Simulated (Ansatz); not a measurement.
# PtSe: single-point calculation (part 2 of 2)

PtSe (4 atoms in the cell); DFT LDA+U, scalar-relativistic, plane waves, PAW, Ueff = 2 eV on Pt atom 1 d; Ueff = 2 eV on Pt atom 3 d, spin-polarised (Ansatz 0.2.0); cutoff 420 eV, 6×6×6 k-mesh, Gaussian smearing of 0.05 eV, collinear spins. The structure was built on a prototype by a generator; it need not be a known phase. It belongs to a series of runs on one base structure; here: from atoms, default search.

Geometry of the input (Å; fractional positions):
```
0.0000  2.7984  2.7984
5.5968  2.7984  2.7984
5.5968  5.5968  0.0000
Pt 0.5000  0.5000  -0.0000
Se 0.0000  0.0000  0.0000
Pt 0.5000  0.5000  0.5000
Se -0.0000  0.0000  0.5000
```

### What the program printed, continued
```
SCF iter   1: F=—  HF=-35252.309459 eV  |F-HF|=—  |Δ(HF+E_count)|=         —  Δρ=3.23e-2 (↑3.23e-2 ↓3.23e-2)  dr2=1.24e0  dr2_m=4.43e-1  M=-0.000 μB ∫|m|=1.204 μB  β_m=0.30  ethr=1.80e-3  ⟨swp⟩=1.5  Hψ=46335  notcnv=0
preconditioner: auto → Kerker (q_TF=auto, 2.615 Å⁻¹)  [metal: Δε(μ)=0.007 eV  Ē_g=10.110 eV  σ=0.050 eV  W_gap=0.07  n_scr=28 (ndim 8)  ℏωp=22.4 eV  f_vac=0.004  D(μ)=4.68/eV (n_scr^D=36)]
spin=Collinear: Kerker preconditioning applied to the charge; magnetization (m = ρ↑ − ρ↓) channel mixes plain (no charge-response kernel on spin).
SCF iter   2: F=—  HF=-35252.750633 eV  |F-HF|=—  |Δ(HF+E_count)|=   4.41e-1  Δρ=2.38e-2 (↑2.38e-2 ↓2.38e-2)  dr2=3.59e-1  dr2_m=2.95e-1  M=0.000 μB ∫|m|=0.970 μB  β_m=0.64  ethr=1.80e-3  ⟨swp⟩=2.0  Hψ=12342  notcnv=0
preconditioner: auto → Resta (q_TF=auto, 2.615 Å⁻¹)  ε∞=5.8  [insulator: Δε(μ)=0.069 eV  Ē_g=10.196 eV  σ=0.050 eV  W_gap=0.51  n_scr=28 (ndim 8)  ℏωp=22.4 eV  f_vac=0.007  D(μ)=3.43/eV (n_scr^D=28)  ε∞_Penn≈5.8]
spin=Collinear: Resta preconditioning applied to the charge; magnetization (m = ρ↑ − ρ↓) channel mixes plain (no charge-response kernel on spin).
SCF iter   3: F=—  HF=-35253.435867 eV  |F-HF|=—  |Δ(HF+E_count)|=   6.85e-1  Δρ=6.19e-3 (↑6.19e-3 ↓6.19e-3)  dr2=4.13e-2  dr2_m=2.27e-2  M=-0.000 μB ∫|m|=0.494 μB  β_m=0.66  ethr=5.28e-4  ⟨swp⟩=2.1  Hψ=16026  notcnv=0  defer=1088
SCF iter   4: F=—  HF=-35253.458715 eV  |F-HF|=—  |Δ(HF+E_count)|=   2.28e-2  Δρ=3.34e-3 (↑3.34e-3 ↓3.34e-3)  dr2=1.94e-3  dr2_m=7.88e-3  M=0.000 μB ∫|m|=0.264 μB  β_m=0.83  ethr=6.07e-5  ⟨swp⟩=2.0  Hψ=16344  notcnv=0  defer=1088
SCF iter   5: F=—  HF=-35253.469799 eV  |F-HF|=—  |Δ(HF+E_count)|=   1.11e-2  Δρ=1.60e-3 (↑1.60e-3 ↓1.60e-3)  dr2=1.98e-4  dr2_m=1.98e-3  M=-0.000 μB ∫|m|=0.122 μB  β_m=0.88  ethr=2.85e-6  ⟨swp⟩=2.2  Hψ=17519  notcnv=0  defer=1088
SCF iter   6: F=—  HF=-35253.472154 eV  |F-HF|=—  |Δ(HF+E_count)|=   2.36e-3  Δρ=4.58e-4 (↑4.58e-4 ↓4.58e-4)  dr2=1.53e-4  dr2_m=2.70e-5  M=-0.000 μB ∫|m|=0.011 μB  β_m=0.94  ethr=2.91e-7  ⟨swp⟩=2.5  Hψ=18480  notcnv=0  defer=1088
an SCF from antiferromagnetic starting moments (3.00, 0.00, -3.00, 0.00 Bohr magnetons, atom by atom) was given up at its iteration 6, 0.09 meV above the state that the run had reached, since its moments had collapsed: that state stands
WARN: the starting moments were not kept: the SCF closed with an absolute magnetisation of 2.2e-6 μB, where they sum to 4 μB in size (2 sites). That is at most 0.1 of that sum. Measured as dr2_m measures the in/out step, that magnetisation stands 3.6e-13 eV from none, at or under the dr2_threshold of 1.0e-7 eV: it is no larger than a step whose dr2_m would equal this threshold. The system may hold no moment; this SCF shows only that its start led to no more than that. To try another start: raise the starting moments (crystal.atoms[].spin, magnetization.per_species, magnetization.initial_magnetization, or on a non-collinear deck that types none of these the spinor_matrix: blocks that start its atoms; where the total moment is fixed, keep their sum and leave initial_magnetization as it is; typed ones take the place of any that the run laid by itself, positive ones on a crystal's lanthanoids without a Hubbard term where scf.initial_density.shell_occupations: [] is typed) or, if the notice of its spin-set hold's release reads "site moments contracting" or "site moments show no strong build", lengthen the hold (scf.mixing.spin_hold: { on: { confirm: 4 } }; for m-r²SCAN on two components see the key's manual first). Each may lead to a state that holds a moment. A second SCF, from the converged charge density, with the starting moments and any scf.initial_density.shell_occupations laid on it anew, would have followed, and was not run: the deck does not ask for one (magnetization.retry_lost_moments is false, the default). To let it run, set magnetization.retry_lost_moments: true and run the deck again, where that key's refused combinations let it; where memory then withholds it, that run's warning says so.
SCF converged after 17 iterations
Magnetization: 0.0000 μB (34.0000 up, 34.0000 down)
Absolute magnetization: 0.0000 μB (∫|ρ↑−ρ↓|, with the PAW one-centre terms)
Spin contamination: 0.0000 ħ² per cell (⟨S²⟩ above its minimum at these occupations)
Per-site moments (μB) at R_I (Å): [(-3.0872087653463735e-8, 1.154344591125), (5.601962972457908e-7, 1.154344591125), (3.087208765346376e-8, 1.154344591125), (-5.601962972457908e-7, 1.154344591125)]
Free energy (F): -35253.472241 eV
Harris-Foulkes:  -35253.472241 eV  (|F-HF|=0.00e0)
Internal energy: -35253.466624 eV  (E = F + TS)
E sigma→0 (E₀):  -35253.469432 eV
Entropy (-TS):   -0.005617 eV (-1.404 meV/atom)
Fermi energy:    11.399724 eV
--- Per-component energies (eV) ---
  E_band       = -1324.120746
  E_kinetic    = 1503.360914
  E_local      = -8542.926308  (includes V_loc(G=0)·N_el)
  E_nonlocal   = -754.300188
  E_hartree    = 3724.339628
  E_xc         = -719.118580
  E_vxc        = -791.055860  (∫ρ·V_xc dr)
  E_hubbard    = 1.532168  (on-site DFT+U / exact-exchange correction)
  E_vhub       = -15.045268  (the Hubbard potential's part of the band-sum identity)
  E_paw        = -22015.080874  (= ΣΔE_a)
  E_vpaw       = -172.832554  (= ΣTr[D̂ρ^β])
  E_aug_tail   = -0.000814  (compensation charges beyond the density's cutoff)
  E_ewald      = -8456.635034
  E_core_change = 5.362463  (= ΣΔE_core)
  E_smearing   = -0.005617  (= −TS)
  E_closure    = 0.000000  (closes the sum)
  Σ components = -35253.472241   (vs F -35253.472241, Δ=0.00e0)
--- Forces (eV/Å), atoms counted from 1 ---
  atom   1  Pt     0.00000000     0.00000000    -0.00000000
  atom   2  Se     0.00000000     0.00000000     0.00000000
  atom   3  Pt     0.00000000    -0.00000000    -0.00000000
  atom   4  Se     0.00000000     0.00000000     0.00000000
  max |Σ_I F_I| component: 8.84e-29 eV/Å
--- Stress (GPa, compression-positive) ---
      -20.814112       0.000000       0.000000
        0.000000     -21.009431       0.000000
        0.000000      -0.000000     -21.009431
  P = ⅓ Tr σ = -20.9443 GPa (-209.443 kbar)
--- Band table (eV; the first three rows and the last of 80) ---
  k-point 0 ↑: bands = ["-85.5911", "-85.5911", "-39.7419", "-39.7419", "-39.7398", "-39.7398", "-39.7296", "-39.7246", "-37.0365", "-37.0363", "-37.0362", "-37.0360", "-37.0336", "-37.0336", "-37.0332", "-37.0332", "-37.0327", "-37.0326", "-2.4260", "-1.5490", "7.1269", "7.9809", "8.6321", "8.6382", "8.6382", "8.9476", "8.9480", "9.1007", "9.1007", "9.3042", "9.6164", "9.6164", "10.3153", "10.4087", "10.4087", "10.4159", "11.6015", "12.0165", "19.7809", "21.7572", "21.7888", "22.5784", "22.5832", "22.5832"]
  k-point 1 ↑: bands = ["-85.5911", "-85.5910", "-39.7426", "-39.7419", "-39.7407", "-39.7400", "-39.7292", "-39.7249", "-37.0364", "-37.0363", "-37.0359", "-37.0358", "-37.0336", "-37.0336", "-37.0332", "-37.0332", "-37.0326", "-37.0325", "-2.2820", "-1.4938", "7.1393", "7.3836", "8.0846", "8.0863", "8.2507", "8.3880", "8.7102", "8.8373", "8.9170", "9.5599", "9.7811", "9.8694", "10.2916", "10.5512", "10.6799", "11.4355", "12.9290", "13.5859", "19.4757", "20.5697", "20.8047", "21.1001", "21.9006", "22.4589"]
  k-point 2 ↑: bands = ["-85.5911", "-85.5910", "-39.7437", "-39.7426", "-39.7417", "-39.7406", "-39.7283", "-39.7258", "-37.0362", "-37.0361", "-37.0354", "-37.0353", "-37.0335", "-37.0335", "-37.0333", "-37.0333", "-37.0324", "-37.0323", "-1.9215", "-1.4268", "6.2983", "6.7495", "7.2309", "7.4145", "7.5203", "7.9042", "8.9038", "9.2162", "9.2431", "9.3972", "9.8990", "10.1542", "10.1726", "10.6895", "12.3200", "12.9488", "14.8418", "15.6564", "18.2958", "18.5158", "19.4855", "19.7266", "19.9634", "20.4513"]
  k-point 39 ↓: bands = ["-85.5911", "-85.5911", "-39.7447", "-39.7447", "-39.7419", "-39.7419", "-39.7267", "-39.7267", "-37.0361", "-37.0361", "-37.0359", "-37.0359", "-37.0338", "-37.0338", "-37.0332", "-37.0332", "-37.0325", "-37.0325", "-1.5477", "-1.5477", "7.1214", "7.1214", "7.9862", "7.9862", "9.0998", "9.0998", "9.1069", "9.1069", "9.3044", "9.3044", "9.6101", "9.6101", "9.6164", "9.6164", "10.3123", "10.3123", "11.6024", "11.6024", "19.7848", "19.7848", "21.7851", "21.7851", "23.4868", "23.4868"]
Occupation matrices written to [file]
--- Löwdin populations: 4 sites ---
  site symbol       q [e]    m [muB]
     0     Pt     17.8277    -0.0000
     1     Se     16.0732     0.0000
     2     Pt     17.8277     0.0000
     3     Se     16.0732    -0.0000
  spilling = 0.002915 (of n_electrons = 68.000000)
--- Occupation matrices: 2 shells (run DFT+U table (all-electron-ortho-atomic); ε = 4.02e-5) ---
  Pt0 d_5D: site group Oh (m-3m); on the run's cell D4h (4/mmm)
  Pt0 d_5D up     Tr n = 4.5274  λ = 0.786 0.793 0.983 0.983 0.983  [z2 0.75 (Eg 1.00) Eg(1.00)/B2g(1.00) | x2-y2 0.75 (Eg 1.00) Eg(1.00)/A1g(1.00) | yz 1.00 (T2g 1.00) T2g(1.00)/B1g(1.00) | 2× xz 0.50 (T2g 1.00) T2g(1.00)/Eg(1.00)]
  Pt0 d_5D dn     Tr n = 4.5274  λ = 0.786 0.793 0.983 0.983 0.983  [z2 0.75 (Eg 1.00) Eg(1.00)/B2g(1.00) | x2-y2 0.75 (Eg 1.00) Eg(1.00)/A1g(1.00) | yz 1.00 (T2g 1.00) T2g(1.00)/B1g(1.00) | 2× xz 0.50 (T2g 1.00) T2g(1.00)/Eg(1.00)]
  Pt2 d_5D: site group Oh (m-3m); on the run's cell D4h (4/mmm)
  Pt2 d_5D up     Tr n = 4.5274  λ = 0.786 0.793 0.983 0.983 0.983  [z2 0.75 (Eg 1.00) Eg(1.00)/B2g(1.00) | x2-y2 0.75 (Eg 1.00) Eg(1.00)/A1g(1.00) | yz 1.00 (T2g 1.00) T2g(1.00)/B1g(1.00) | 2× xz 0.50 (T2g 1.00) T2g(1.00)/Eg(1.00)]
  Pt2 d_5D dn     Tr n = 4.5274  λ = 0.786 0.793 0.983 0.983 0.983  [z2 0.75 (Eg 1.00) Eg(1.00)/B2g(1.00) | x2-y2 0.75 (Eg 1.00) Eg(1.00)/A1g(1.00) | yz 1.00 (T2g 1.00) T2g(1.00)/B1g(1.00) | 2× xz 0.50 (T2g 1.00) T2g(1.00)/Eg(1.00)]
  Tr n, λ and their labels are of the run-group-symmetrised matrices; stabiliser: 64 of 64 elements of G0×{1,Θ} (closed), max defect 3.6e-7 at τ = 8.5e-6
```

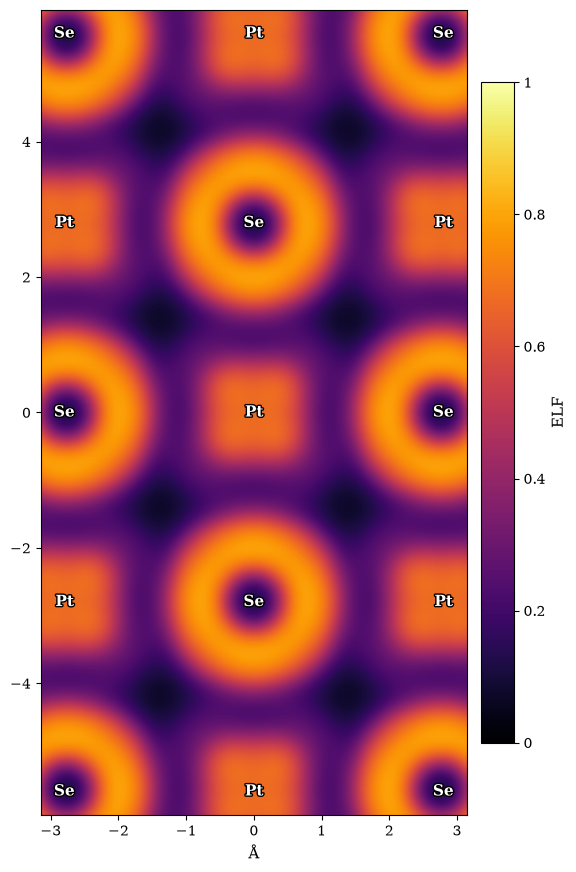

**Figure 1.** Electron localisation function on the (010) plane of the conventional cell. Atoms in the plane: Pt and Se. Pt–Se (2.80 Å): the ELF peaks at about 0.80 in the valence shell of Se, 0.8 Å from its nucleus, and drops to about 0.25 between the two atoms. The strong features right at Pt lie inside the PAW spheres (semicore, d or f shells) and say nothing about bonding. The fields are those of the smooth PAW valence density.

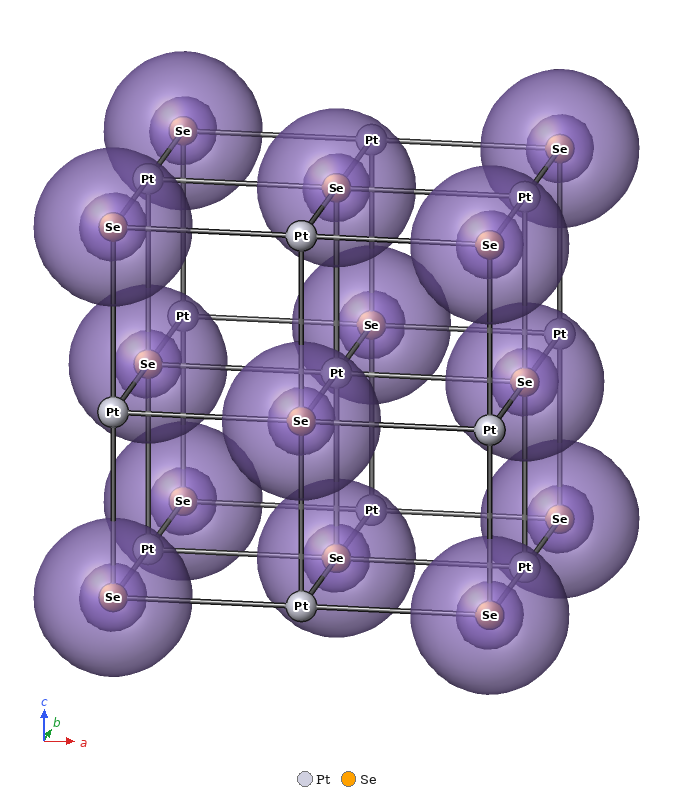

**Figure 2.** Isosurface of the ELF at 0.6 (purple), seen slightly off an axis. Only the valence region is drawn (cores and ρ < 0.01 e/Å³ removed). Sticks mark near contacts. The outline is the cell set on symmetry axes. Along the contacts the grid gives the following. Pt–Se (2.80 Å): the ELF peaks at about 0.80 in the valence shell of Se, 0.8 Å from its nucleus, and drops to about 0.25 between the two atoms.

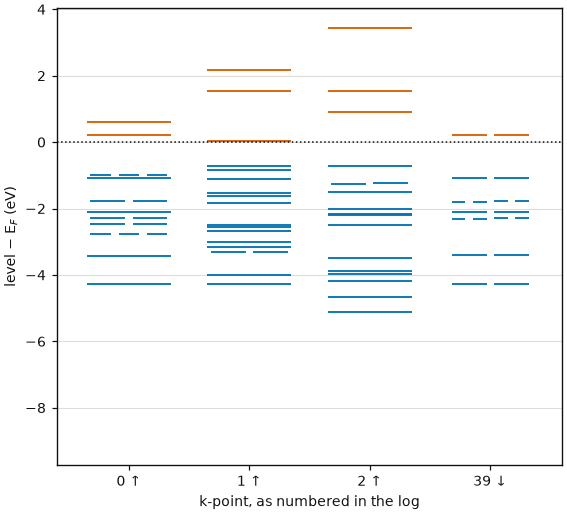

**Figure 3.** Kohn–Sham levels near the Fermi level (dotted) at the few k-points that the log prints; levels within 0.02 eV of each other stand side by side. The system is metallic on the full mesh.
